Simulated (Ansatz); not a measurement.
## Electronic structure of GaP in real space

```
Ga P
1.0
     3.99334    0.00000    0.00000
    -1.99667    3.45834    0.00000
     0.00000    0.00000    5.92895
Ga P
2 2
Direct
  0.33333 0.66667 0.25000
  0.66667 0.33333 0.75000
  0.66667 0.33333 0.25000
  0.33333 0.66667 0.75000
```

Space group P6₃/mmc; started from the h-MgO (five-fold) prototype, which need not be the ambient phase.

Theory: DFT, HSE06, plane waves, PAW in Ansatz 0.2.0.

Core electrons are frozen (PAW), and the valence fields are smoothed inside the atomic spheres.

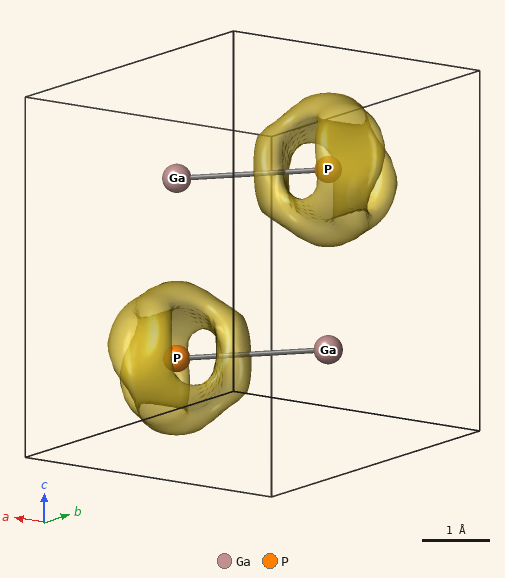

Figure 1. Isosurface of the electron localisation function at 0.8 (yellow), seen at an oblique angle. Only the valence region is drawn (cores and ρ < 0.01 e/Å³ removed). Sticks mark near contacts.

Describe the localisation domains.

Answer. The surface consists of two regions wrapped around P (the valence shell of each), counted in one cell of 4 atoms. Any copies at cell faces, edges or corners count once. Profiles from the grid: Ga–P (2.31 Å): the ELF peaks at about 0.90 between the atoms; a shared electron pair.

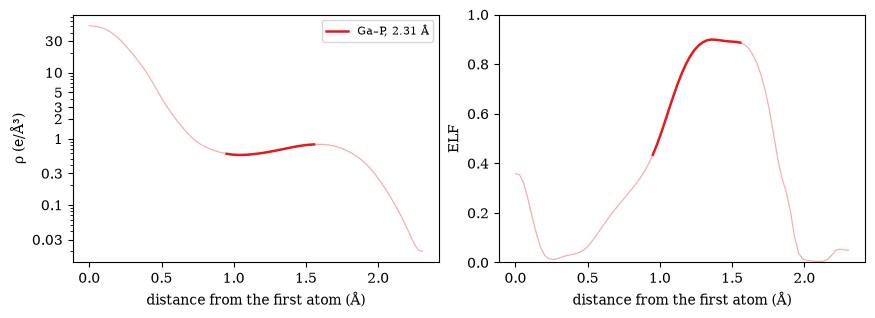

Figure 2. Valence charge density (pseudo) and electron localisation function along straight lines between neighbouring atoms. Thin, pale parts lie inside the atomic spheres.

What can be read from the curves?

Answer. Ga–P (2.31 Å): ρ at the midpoint is about 0.59 e/Å³; the ELF peaks at about 0.90 between the atoms; a covalent bond.
